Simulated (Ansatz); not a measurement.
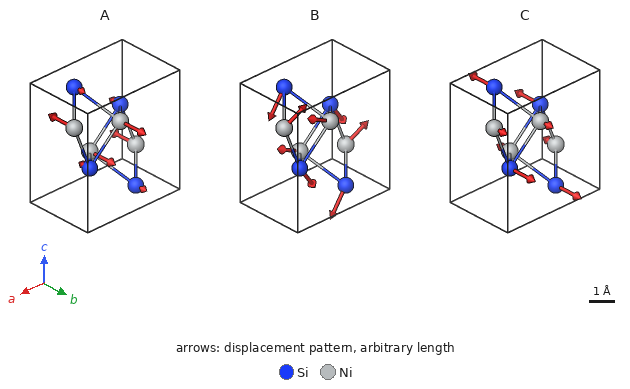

Modes of crystalline SiNi, space group Pnma (No. 62), at the zone centre. The red arrows are the displacements of the atoms (eigenvector over the root of the mass), of arbitrary overall length and sign. A ball-and-stick model of the cell of the calculation, seen from a free direction.

Level of theory: DFT PBEsol, scalar-relativistic, plane waves, PAW (Ansatz).

> Give the symmetry species and the selection rules of each.

A is A_u, silent by symmetry (neither infrared- nor Raman-active) (174 cm⁻¹). B is B₁u, infrared-active by symmetry (287 cm⁻¹). C is B₁g, Raman-active by symmetry (355 cm⁻¹). The crystal has a centre of inversion, so no mode is both. In a metal the free carriers screen the infrared response.

Limits of the set-up: an element that often carries a moment was run without spin polarisation.
